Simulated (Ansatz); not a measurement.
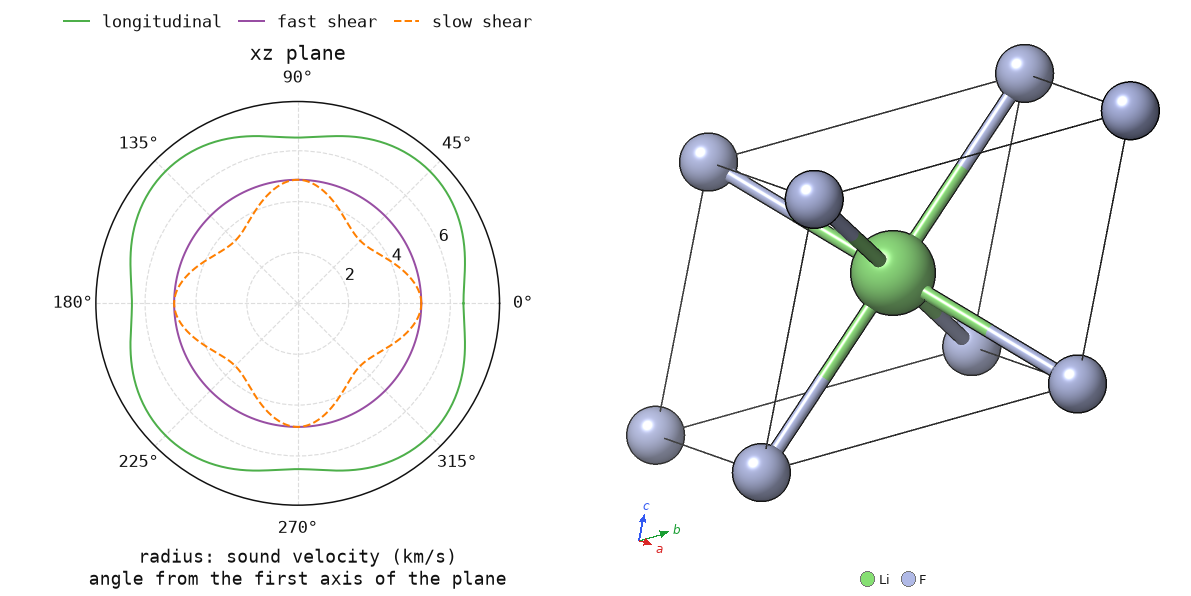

The picture above shows the sound velocities against the direction of travel in the xz plane, from the elastic constants and the density for LiF, space group Fm-3m (No. 225) (cell built by us, not taken from a database). The cell is drawn beside the plot.

Starting cell:
```yaml
crystal:
  lattice:
    - [0.00000, 2.03405, 2.03405]
    - [2.03405, 0.00000, 2.03405]
    - [2.03405, 2.03405, 0.00000]
  atoms:
    - { symbol: Li, position: [0.50000, 0.50000, 0.50000] }
    - { symbol: F, position: [0.00000, 0.00000, 0.00000] }
```

Method: elastic stress-strain coefficients at zero temperature from small strains of the given cell, Voigt order xx yy zz yz xz xy, Cartesian axes of the cell vectors; plane waves with PAW datasets, Γ-centred k mesh (Ansatz 0.2.0). Level: PBE, no spin polarisation.

- wave cutoff: 420 eV
- k mesh: 12×12×12
- occupations: fixed
- ions: relaxed
- strain amplitude: 0.002

**How fast does sound travel along the Cartesian axes?**

Along x the longitudinal wave runs at 6.52 km/s and the transverse ones at 4.86 and 4.86 km/s, the same along y and z; along x + y they run at 7.35, 4.86 and 3.48 km/s (density 2.56 g/cm³).
